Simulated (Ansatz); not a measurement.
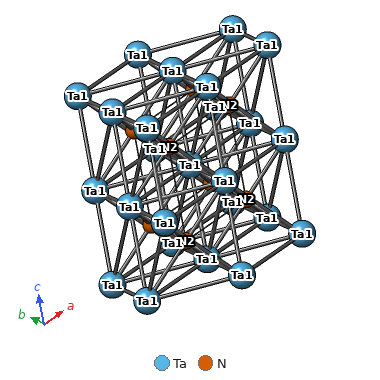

Four computed energy maps of cells of TaN. The picture above is the structure of the first map.

Map 1

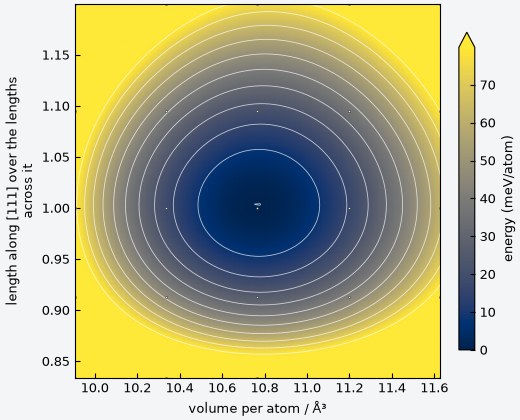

TaN (Fm-3m, No. 225; 2 atoms in the cell). 
- The energy is mapped over volume and the cell's shape.
- The first coordinate is: volume per atom; the second: length along [111] over the lengths across it, relative to the cubic cell.
- Nothing is relaxed (symmetry fixes all fractional coordinates).
- The scan uses a 5 × 5 grid.
- Points are written as (first, second).
- All energies are given in meV/atom relative to the lowest grid point.
- These are results of DFT PBE, scalar-relativistic, plane waves, PAW (Ansatz), not measurements. Settings: cutoff 520 eV, k-mesh 20×20×20, gaussian smearing 0.15 eV, no spin polarisation.

Drawn: a smooth colour map with a few white contour lines, dots at the grid points, one colour for all values above the top of the scale. Between grid points the surface is interpolated.

Map 2

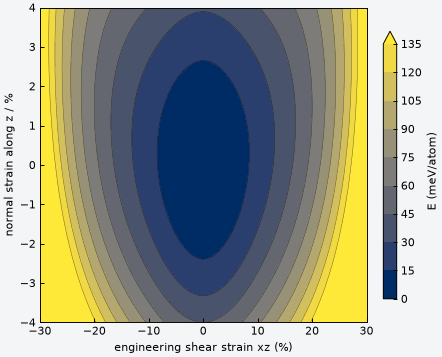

TaN (Fm-3m, No. 225; 2 atoms in the cell). The energy is mapped over two homogeneous strains (x, y and z along the cube axes). First axis: engineering shear strain xz. Second axis: normal strain along z. Nothing is relaxed (symmetry fixes all fractional coordinates). The grid has 7 × 7 points; 28 points were computed and 21 follow by symmetry. Points are written as (first, second). Energies: meV/atom, counted from the lowest grid point. Theory: DFT PBE, scalar-relativistic, plane waves, PAW in Ansatz 0.2.0. Settings: cutoff 520 eV, k-mesh 18×18×18, gaussian smearing 0.15 eV, no spin polarisation.

Drawn: filled contours, one colour for all values above the top of the scale. Between grid points the surface is interpolated.

Map 3

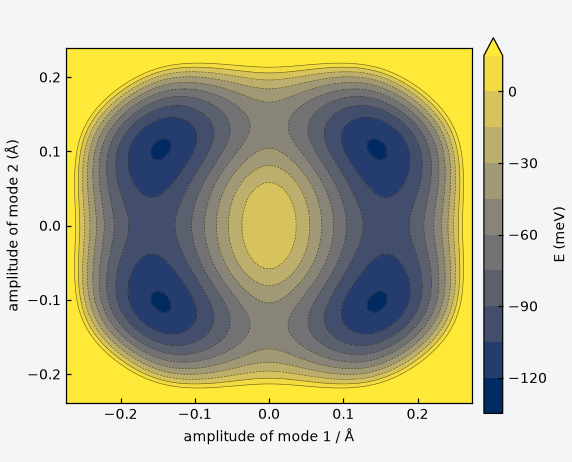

TaN (Fm-3m, No. 225; 4 atoms in the cell). 
- The energy is mapped over two normal modes frozen in (zone-centre modes of the 4-atom cell of this scan, which folds in the wave vector (0, 1/2, 1/2) of the primitive cell).
- First axis: amplitude of mode 1 (275i cm⁻¹), largest displacement. Second axis: amplitude of mode 2 (80i cm⁻¹), largest displacement.
- Nothing is relaxed (the cell and all other modes fixed).
- The grid has 9 × 9 points; 29 points were computed and 52 follow by symmetry.
- Points are written as (first, second).
- Energies: meV per cell, counted from the relaxed high-symmetry cell.
- The calculation used Ansatz, DFT PBE, scalar-relativistic, plane waves, PAW. Settings: cutoff 520 eV, k-mesh 14×14×10 in the order of the run's cell vectors, gaussian smearing 0.15 eV, no spin polarisation.

Drawn: filled contours, one colour for all values above the top of the scale. Between grid points the surface is interpolated.

Map 4

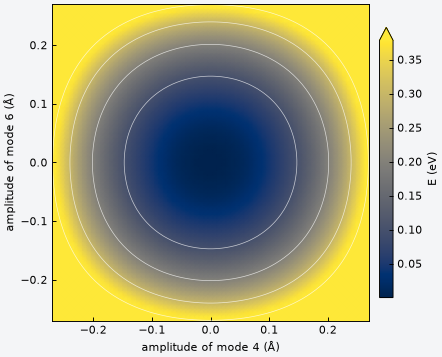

TaN (Fm-3m, No. 225; 2 atoms in the cell). 
- The energy is mapped over two normal modes frozen in (zone-centre modes of the 2-atom cell of this scan).
- The first coordinate is: amplitude of mode 4 (384 cm⁻¹), largest displacement; the second: amplitude of mode 6 (384 cm⁻¹), largest displacement.
- Nothing is relaxed (the cell and all other modes fixed).
- Grid: 7 × 7 points; 10 points were computed and 39 follow by symmetry.
- Points are written as (first, second).
- Energies: eV per cell, counted from the lowest grid point.
- Level of theory: DFT PBE, scalar-relativistic, plane waves, PAW (Ansatz). Settings: cutoff 520 eV, k-mesh 18×18×18, gaussian smearing 0.15 eV, no spin polarisation.

Drawn: a smooth colour map with a few white contour lines, one colour for all values above the top of the scale. Between grid points the surface is interpolated.

What does each map show?

Answer. Map 1: The lowest grid point is at (10.77 Å³, 1.000). No other kind of well shows on this grid. The highest grid point, (9.90 Å³, 0.834), lies 205 meV/atom above the lowest. Round the minimum the two coordinates are nearly uncoupled.
Map 2: The lowest grid point is at (0 %, 0.00 %). It is the only kind of minimum in the scanned range. The highest grid point, (−30 %, −4.00 %), lies 296 meV/atom above the lowest. Round the minimum the two coordinates are nearly uncoupled.
Map 3: The lowest grid point is at (−0.137 Å, −0.119 Å), −119 meV from the relaxed high-symmetry cell; the map holds 4 wells of about this depth. The reference structure, at (0.000 Å, 0.000 Å), is a maximum of this map. It is the only kind of minimum in the scanned range. Relaxing all atoms from the lowest point lowers the energy by a further 71 meV. The highest grid point, (−0.273 Å, −0.239 Å), lies 563 meV above the lowest. On the interpolated surface the easiest way out of the lowest well to a well of about the same depth near (−0.137 Å, 0.119 Å) passes a barrier of about 23 meV, counted from the interpolated bottom of the well. The reference (Fm-3m) is not the lowest structure on this map: a distortion lowers the energy (space group C2/m at the lowest grid point).
Map 4: The lowest grid point is at (0.00 Å, 0.00 Å). It is the only kind of minimum in the scanned range. The highest grid point, (−0.27 Å, −0.27 Å), lies 0.798 eV above the lowest.

Maps 1, 2, 3, 4 start from a relaxed reference structure. Do they show a way to lower its energy?

Answer. Yes. In map 3 the point (−0.137 Å, −0.119 Å) lies 119 meV below the reference. Elsewhere the reference is the lowest point.

PAW datasets: the set soft_1.
